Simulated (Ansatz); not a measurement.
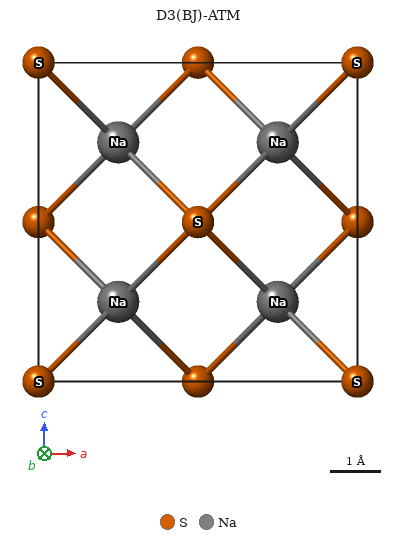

Crystalline Na2S (set up in Fm-3m), relaxed (cell and atoms) with several dispersion corrections. The picture shows the result with D3(BJ)-ATM. A ball-and-stick model of the conventional cell (4 times the calculation's cell), seen along the b axis. Lengths and directions refer to the drawn axes.

Computed with Ansatz 0.2.0: PBE, Ansatz PAW. (plane-wave cutoff 420 eV; k-point mesh 7 × 7 × 7; occupations fermi-dirac; smearing width 0.05 eV; no spin polarisation; cell and atoms relaxed; force threshold 0.01 eV/Å)

| dispersion correction | volume (Å³/atom) | a (Å) |
| --- | --- | --- |
| D3(BJ) | ? | ? |
| D3(BJ)-ATM | 22.392 | 6.453 |
| D4 | 23.071 | 6.518 |
| none | 23.611 | 6.568 |

Q: One row is withheld. What does the calculation give there?

A: With D3(BJ) the volume is the smallest of the series, below D3(BJ)-ATM (22.392). The calculation gives 22.232 Å³/atom (a = 6.438 Å). In order of volume: D3(BJ) < D3(BJ)-ATM < D4 < none; the spread is 6.2 %.

Each member starts from this one structure; whether another phase lies lower wasn't checked.
